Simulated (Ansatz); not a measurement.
Consider W (slab).

```yaml
crystal:
  lattice:
    - [5.47220, 0.00000, 0.00000]
    - [-1.82407, 5.15924, 0.00000]
    - [0.00000, 0.00000, 25.62803]
  atoms:
    - { symbol: W, position: [0.25000, 0.25000, 0.31216] }
    - { symbol: W, position: [0.25000, 0.75000, 0.31216] }
    - { symbol: W, position: [0.75000, 0.25000, 0.31216] }
    - { symbol: W, position: [0.75000, 0.75000, 0.31216] }
    - { symbol: W, position: [0.50004, 0.49989, 0.39736] }
    - { symbol: W, position: [0.50012, 0.99985, 0.39739] }
    - { symbol: W, position: [0.00001, 0.49996, 0.39735] }
    - { symbol: W, position: [0.00010, 0.99997, 0.39737] }
    - { symbol: W, position: [0.75004, 0.74990, 0.48265] }
    - { symbol: W, position: [0.75011, 0.24987, 0.48243] }
    - { symbol: W, position: [0.25006, 0.74988, 0.48240] }
    - { symbol: W, position: [0.25009, 0.24986, 0.48252] }
```

Theory: Ansatz 0.2.0, DFT PBE+D3(BJ), scalar-relativistic, plane waves, PAW.

### What will maps of the valence pseudo-density show?

W–W (2.69 Å): ρ at the midpoint is about 0.46 e/Å³.

### Does the calculation give a band gap?

It is metallic or semimetallic at this level of theory: no gap opens.

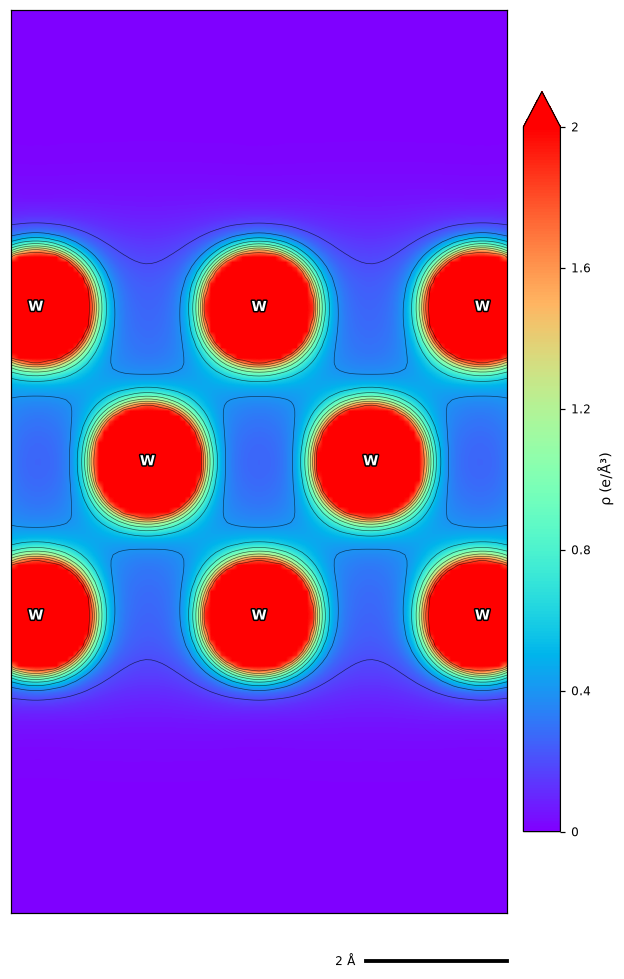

Computed valence pseudo-density on the (11̄0) plane of the calculation cell, a cut from vacuum to vacuum. 

In a PAW calculation such maps are meaningful between the atoms, not at the nuclei.
